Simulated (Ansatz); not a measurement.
## Ta4HN4: geometry relaxation (part 3 of 3)

The same run, continued: Ta4HN4 (slab, 9 atoms in the cell); DFT r2SCAN, scalar-relativistic, plane waves, PAW, no spin polarisation (Ansatz 0.2.0); cutoff 500 eV, 9×9×1 k-mesh, Gaussian smearing of 0.1 eV. The structure derives from an entry of the Crystallography Open Database. The input holds or restrains some coordinates. Forces given for the steps count only the free coordinates. It belongs to a series of runs on one base structure; here: H put at a hollow N-N site.

Geometry of the input (Å; fractional positions):
```
3.1088  0.0000  0.0000
0.0000  3.1088  0.0000
0.0000  0.0000  25.5948
Ta 0.0000  0.0000  0.3321
N  0.5000  0.5000  0.3321
Ta 0.5000  0.5000  0.4180
N  0.0000  0.0000  0.4180
Ta 0.0000  0.0000  0.5086
N  0.5000  0.5000  0.5037
Ta 0.5000  0.5000  0.5852
N  0.0000  0.0000  0.5994
H  1.0000  0.5000  0.6353
```

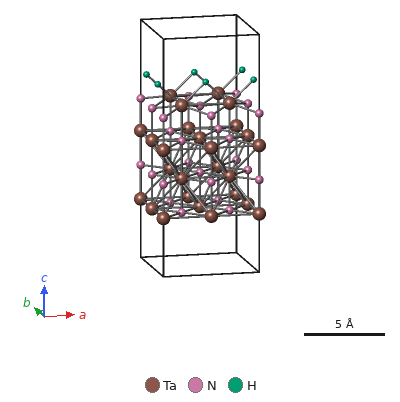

Figure 1. The geometry at step 5 of the log (ball-and-stick view of the 2 × 2 repeat of the cell, with the vacuum cut short, seen slightly off an axis).

## Output, continued
```
--- Per-component energies (eV) ---
  E_band       = -1437.236622
  E_kinetic    = 2003.385818
  E_local      = -91177.150306  (includes V_loc(G=0)·N_el)
  E_nonlocal   = 237.253311
  E_hartree    = 44616.499621
  E_xc         = -1064.437660
  E_vxc        = -1236.748117  (∫ρ·V_xc dr)
  E_paw        = -34206.542301  (= ΣΔE_a)
  E_vpaw       = -559.411248  (= ΣTr[D̂ρ^β])
  E_aug_tail   = -0.000068  (compensation charges beyond the density's cutoff)
  E_vtau       = 64.227110  (kinetic-family band-sum trace: ∫τ·v_τ [+ j·A + Jᵃ·Aᵃ] dr)
  E_efield     = 0.002147  (sawtooth field / dipole correction)
  E_vefield    = -1.805749  (∫n·V_field dr)
  E_ewald      = 38255.879460
  E_core_change = -3.143379  (= ΣΔE_core)
  E_smearing   = -0.023746  (= −TS)
  E_closure    = -0.000000  (closes the sum)
  Σ components = -41338.277103   (vs F -41338.277103, Δ=0.00e0)
--- Forces (eV/Å), atoms counted from 1 ---
  atom   1  Ta     0.00000000     0.00000000     2.28981843
  atom   2  N      0.00000000     0.00000000    -1.11483316
  atom   3  Ta     0.00000000     0.00000000     0.41211089
  atom   4  N      0.00000000     0.00000000    -1.57348125
  atom   5  Ta     0.00000000     0.00000000    -0.02632867
  atom   6  N      0.00000000     0.00000000     0.01912960
  atom   7  Ta     0.00000000     0.00000000    -0.01110217
  atom   8  N      0.00000000     0.00000000     0.00435791
  atom   9  H      0.00000000     0.00000000     0.00041635
  max |Σ_I F_I| component: 8.79e-5 eV/Å
--- Band table (eV; the first three rows and the last of 25) ---
  k-point 0: bands = ["-66.7998", "-66.7716", "-66.6371", "-66.5002", "-32.8806", "-32.7774", "-32.5823", "-32.5069", "-32.4973", "-32.4182", "-32.4029", "-32.3337", "-32.3261", "-32.2710", "-32.2471", "-32.2306", "-14.5781", "-13.7617", "-13.3660", "-12.5347", "-3.0707", "-2.7756", "-1.6378", "-0.8166", "-0.3709", "-0.3693", "-0.2409", "-0.0843", "-0.0840", "0.6585", "0.6603", "0.6943", "1.1708", "1.5355", "1.5444", "2.1498", "2.5779", "3.9878", "3.9891", "4.3840", "5.4121", "6.1003", "6.3182", "6.3423", "6.5875", "6.5914"]
  k-point 1: bands = ["-66.7973", "-66.7693", "-66.6345", "-66.4983", "-32.8688", "-32.7818", "-32.6184", "-32.5431", "-32.4869", "-32.4717", "-32.3940", "-32.3873", "-32.3208", "-32.2922", "-32.2538", "-32.2286", "-14.3934", "-13.5998", "-13.2040", "-12.3985", "-3.1926", "-2.8222", "-1.9632", "-1.4705", "-0.9640", "-0.7649", "-0.6533", "-0.4494", "-0.3252", "0.0953", "0.6483", "0.8626", "0.9350", "1.3308", "1.9447", "2.7064", "3.0793", "3.9070", "3.9850", "4.5620", "5.7838", "6.0505", "6.2664", "6.4863", "6.7540", "6.9900"]
  k-point 2: bands = ["-66.7911", "-66.7636", "-66.6279", "-66.4935", "-32.8599", "-32.8073", "-32.7225", "-32.6402", "-32.5602", "-32.5052", "-32.4603", "-32.3698", "-32.3667", "-32.3074", "-32.2507", "-32.2246", "-13.8959", "-13.1658", "-12.7710", "-12.0482", "-3.7542", "-3.2413", "-2.7174", "-2.2777", "-1.7926", "-1.6667", "-1.5603", "-1.2013", "-1.1768", "-0.9313", "-0.0728", "0.2234", "1.2027", "2.4822", "3.2080", "3.7297", "3.9513", "4.1997", "4.2736", "4.9590", "5.6573", "5.7156", "6.4251", "6.5000", "7.2915", "7.5293"]
  k-point 24: bands = ["-66.7608", "-66.7349", "-66.5966", "-66.4653", "-32.8973", "-32.8932", "-32.7899", "-32.7737", "-32.7036", "-32.6698", "-32.6630", "-32.6058", "-32.5581", "-32.5436", "-32.4957", "-32.3541", "-13.6545", "-13.0417", "-12.7350", "-12.0053", "-2.9089", "-2.6111", "-2.4075", "-2.3465", "-2.1424", "-1.4747", "-1.2660", "-1.2565", "-0.2568", "-0.1368", "0.0080", "0.2285", "0.6103", "1.3785", "1.5353", "4.1657", "4.3919", "4.7424", "6.6747", "6.7450", "7.3891", "7.4467", "8.3105", "8.3979", "8.4377", "8.4851"]
--- Relaxed structure (8 steps of the walk, 8 accepted, 0 SCFs on fresh bases) ---
  F+E_penalty+E_count = -41338.27710255 eV   max|allowed force component| = 2.638e-2 eV/Å
  atoms:
    - { symbol: Ta, position: [0.0, 0.0, 0.3320987212] }
    - { symbol: N, position: [0.5, 0.5, 0.3320987212] }
    - { symbol: Ta, position: [0.5, 0.5, 0.4179859485] }
    - { symbol: N, position: [0.0, 0.0, 0.4179859485] }
    - { symbol: Ta, position: [0.0, 0.0, 0.5042198197656391] }
    - { symbol: N, position: [0.5, 0.5, 0.5147520197974371] }
    - { symbol: Ta, position: [0.5, 0.5, 0.6028469573327198] }
    - { symbol: N, position: [0.0, 0.0, 0.5855908579856837] }
    - { symbol: H, position: [1.0, 0.5, 0.6539499483882105] }
```

## Trajectory as extended XYZ (Å, eV, eV/Å), 8 frames, from step=1 to step=8
```
9
Lattice="3.1088 0.0000 0.0000 0.0000 3.1088 0.0000 0.0000 0.0000 25.5948" Properties=species:S:1:pos:R:3:forces:R:3 step=1 energy=-41336.57217
Ta    0.0000    0.0000    8.5000    0.0000   0.0000   2.4198
N     1.5544    1.5544    8.5000    0.0000   0.0000  -1.5881
Ta    1.5544    1.5544   10.6983    0.0000   0.0000  -1.0011
N     0.0000    0.0000   10.6983    0.0000   0.0000  -0.0577
Ta    0.0000    0.0000   13.0174    0.0000   0.0000   0.1446
N     1.5544    1.5544   12.8932    0.0000   0.0000  -0.2645
Ta    1.5544    1.5544   14.9782    0.0000   0.0000   2.1169
N     0.0000    0.0000   15.3410    0.0000   0.0000  -2.5436
H     3.1088    1.5544   16.2610    0.0000   0.0000   0.7742
9
Lattice="3.1088 0.0000 0.0000 0.0000 3.1088 0.0000 0.0000 0.0000 25.5948" Properties=species:S:1:pos:R:3:forces:R:3 step=2 energy=-41337.39024
Ta    0.0000    0.0000    8.5000    0.0000   0.0000   2.4478
N     1.5544    1.5544    8.5000    0.0000   0.0000  -1.4702
Ta    1.5544    1.5544   10.6983    0.0000   0.0000  -0.3109
N     0.0000    0.0000   10.6983    0.0000   0.0000  -0.7293
Ta    0.0000    0.0000   12.9866    0.0000   0.0000  -0.1002
N     1.5544    1.5544   12.9353    0.0000   0.0000  -0.0451
Ta    1.5544    1.5544   15.0853    0.0000   0.0000   1.9037
N     0.0000    0.0000   15.1611    0.0000   0.0000  -2.3497
H     3.1088    1.5544   16.4490    0.0000   0.0000   0.6555
9
Lattice="3.1088 0.0000 0.0000 0.0000 3.1088 0.0000 0.0000 0.0000 25.5948" Properties=species:S:1:pos:R:3:forces:R:3 step=3 energy=-41337.97638
Ta    0.0000    0.0000    8.5000    0.0000   0.0000   2.4618
N     1.5544    1.5544    8.5000    0.0000   0.0000  -1.4465
Ta    1.5544    1.5544   10.6983    0.0000   0.0000  -0.0758
N     0.0000    0.0000   10.6983    0.0000   0.0000  -1.2496
Ta    0.0000    0.0000   12.9507    0.0000   0.0000  -1.5229
N     1.5544    1.5544   12.9573    0.0000   0.0000   0.8834
Ta    1.5544    1.5544   15.2180    0.0000   0.0000   0.9212
N     0.0000    0.0000   14.9662    0.0000   0.0000  -0.4177
H     3.1088    1.5544   16.5248    0.0000   0.0000   0.4462
9
Lattice="3.1088 0.0000 0.0000 0.0000 3.1088 0.0000 0.0000 0.0000 25.5948" Properties=species:S:1:pos:R:3:forces:R:3 step=4 energy=-41338.08267
Ta    0.0000    0.0000    8.5000    0.0000   0.0000   2.4003
N     1.5544    1.5544    8.5000    0.0000   0.0000  -1.2603
Ta    1.5544    1.5544   10.6983    0.0000   0.0000   0.1171
N     0.0000    0.0000   10.6983    0.0000   0.0000  -2.9361
Ta    0.0000    0.0000   12.7855    0.0000   0.0000   1.3046
N     1.5544    1.5544   13.1138    0.0000   0.0000  -0.4107
Ta    1.5544    1.5544   15.4103    0.0000   0.0000  -0.7259
N     0.0000    0.0000   14.8181    0.0000   0.0000   1.7147
H     3.1088    1.5544   16.7082    0.0000   0.0000  -0.2026
9
Lattice="3.1088 0.0000 0.0000 0.0000 3.1088 0.0000 0.0000 0.0000 25.5948" Properties=species:S:1:pos:R:3:forces:R:3 step=5 energy=-41338.21844
Ta    0.0000    0.0000    8.5000    0.0000   0.0000   2.4050
N     1.5544    1.5544    8.5000    0.0000   0.0000  -1.2470
Ta    1.5544    1.5544   10.6983    0.0000   0.0000   0.3091
N     0.0000    0.0000   10.6983    0.0000   0.0000  -1.4848
Ta    0.0000    0.0000   12.9084    0.0000   0.0000  -0.3219
N     1.5544    1.5544   13.1041    0.0000   0.0000   0.4285
Ta    1.5544    1.5544   15.4018    0.0000   0.0000   0.5067
N     0.0000    0.0000   14.9846    0.0000   0.0000   0.0358
H     3.1088    1.5544   16.8439    0.0000   0.0000  -0.6310
9
Lattice="3.1088 0.0000 0.0000 0.0000 3.1088 0.0000 0.0000 0.0000 25.5948" Properties=species:S:1:pos:R:3:forces:R:3 step=6 energy=-41338.27630
Ta    0.0000    0.0000    8.5000    0.0000   0.0000   2.2932
N     1.5544    1.5544    8.5000    0.0000   0.0000  -1.1206
Ta    1.5544    1.5544   10.6983    0.0000   0.0000   0.4146
N     0.0000    0.0000   10.6983    0.0000   0.0000  -1.5944
Ta    0.0000    0.0000   12.9050    0.0000   0.0000  -0.0340
N     1.5544    1.5544   13.1738    0.0000   0.0000   0.0147
Ta    1.5544    1.5544   15.4360    0.0000   0.0000  -0.0995
N     0.0000    0.0000   14.9816    0.0000   0.0000   0.1271
H     3.1088    1.5544   16.7399    0.0000   0.0000  -0.0034
9
Lattice="3.1088 0.0000 0.0000 0.0000 3.1088 0.0000 0.0000 0.0000 25.5948" Properties=species:S:1:pos:R:3:forces:R:3 step=7 energy=-41338.27710
Ta    0.0000    0.0000    8.5000    0.0000   0.0000   2.2894
N     1.5544    1.5544    8.5000    0.0000   0.0000  -1.1148
Ta    1.5544    1.5544   10.6983    0.0000   0.0000   0.4120
N     0.0000    0.0000   10.6983    0.0000   0.0000  -1.5734
Ta    0.0000    0.0000   12.9054    0.0000   0.0000  -0.0263
N     1.5544    1.5544   13.1750    0.0000   0.0000   0.0192
Ta    1.5544    1.5544   15.4297    0.0000   0.0000  -0.0108
N     0.0000    0.0000   14.9881    0.0000   0.0000   0.0045
H     3.1088    1.5544   16.7377    0.0000   0.0000   0.0003
9
Lattice="3.1088 0.0000 0.0000 0.0000 3.1088 0.0000 0.0000 0.0000 25.5948" Properties=species:S:1:pos:R:3:forces:R:3 step=8 energy=-41338.27710
Ta    0.0000    0.0000    8.5000    0.0000   0.0000   2.2898
N     1.5544    1.5544    8.5000    0.0000   0.0000  -1.1148
Ta    1.5544    1.5544   10.6983    0.0000   0.0000   0.4121
N     0.0000    0.0000   10.6983    0.0000   0.0000  -1.5735
Ta    0.0000    0.0000   12.9054    0.0000   0.0000  -0.0264
N     1.5544    1.5544   13.1750    0.0000   0.0000   0.0191
Ta    1.5544    1.5544   15.4297    0.0000   0.0000  -0.0110
N     0.0000    0.0000   14.9881    0.0000   0.0000   0.0044
H     3.1088    1.5544   16.7377    0.0000   0.0000   0.0004
```

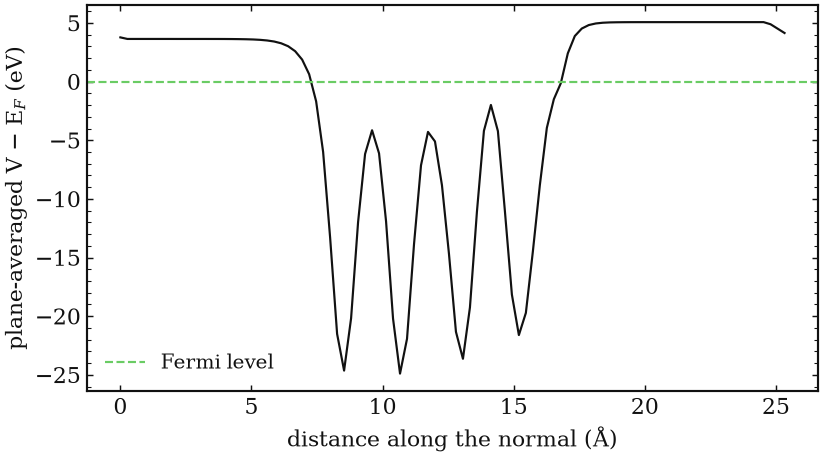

Figure 2. Plane average of the electrostatic potential energy of an electron across the cell, from the Fermi level. The vacuum level lies 5.08 eV above the Fermi level on the upper side and 3.64 eV on the lower.

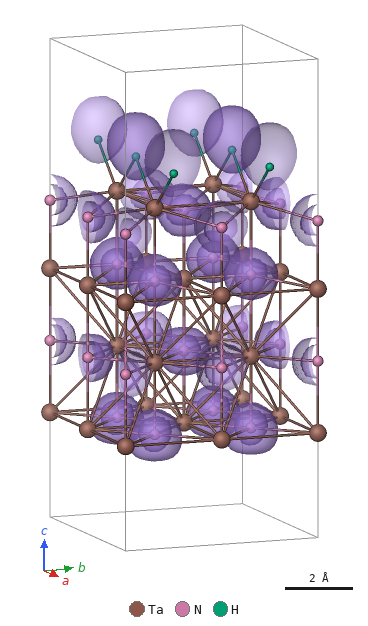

Figure 3. Isosurface of the electron localisation function at 0.75 (purple), seen slightly off an axis. Only the valence region is drawn (cores and ρ < 0.01 e/Å³ removed). Sticks mark near contacts. Along the contacts the grid gives the following. Ta–H (2.03 Å): the ELF climbs to about 1 towards the hydrogen, as it does in any bond to H. Ta–N (2.08 Å): the ELF is about 0.30 at the midpoint (a polar contact without a shared pair, in a metal). The fields are those of the smooth PAW valence density.

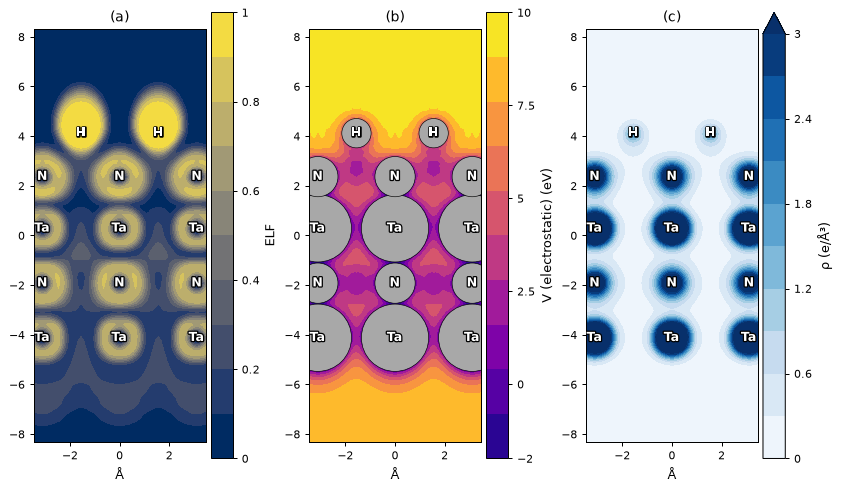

Figure 4. (a) ELF; (b) electrostatic potential (local pseudopotential plus Hartree) felt by an electron; (c) valence electron density on the (100) plane of the calculation cell, a cut from vacuum to vacuum. Grey discs, where drawn, cover atomic cores. Ta–N (2.08 Å): ρ is about 0.8 e/Å³ halfway; the ELF is about 0.30 at the midpoint (a polar contact without a shared pair, in a metal). Ta–Ta (3.11 Å): ρ at the midpoint is about 0.23 e/Å³; the ELF is about 0.20 at the midpoint; no shared electron pair. Ta–N (2.20 Å): the density is about 0.58 e/Å³ at the midpoint; the ELF is about 0.20 at the midpoint (no shared pair; the contact is polar). The density dies away to nearly zero in the vacuum. The strong features right at Ta lie inside the PAW spheres (semicore, d or f shells) and say nothing about bonding.

## Key numbers

| quantity | value |
| --- | --- |
| outcome | converged under the restraints of the input |
| electrons treated | 73 |
| free energy | −41338.2771 eV |
| work function, top face | 5.08 eV |
| work function, bottom face | 3.64 eV |
| Fermi energy | 4.659 eV |
| gap on the k-point mesh | none (metallic) |
| final volume | 247.37 Å³ |
| work function (upper face) | 5.08 eV |
| largest force (length of the vector) at the end, held atoms and coordinates included | 2.290 eV/Å |
| wall time | 2 min (CPU time 3.9 min) |
| peak memory | 1.1 GiB |

The program warns: the exchange-correlation potential is rough where the density is thin. Spin–orbit coupling is left out, which matters for Ta. The cell holds an odd number of electrons but the run has no spin polarisation, so a band is left half filled.
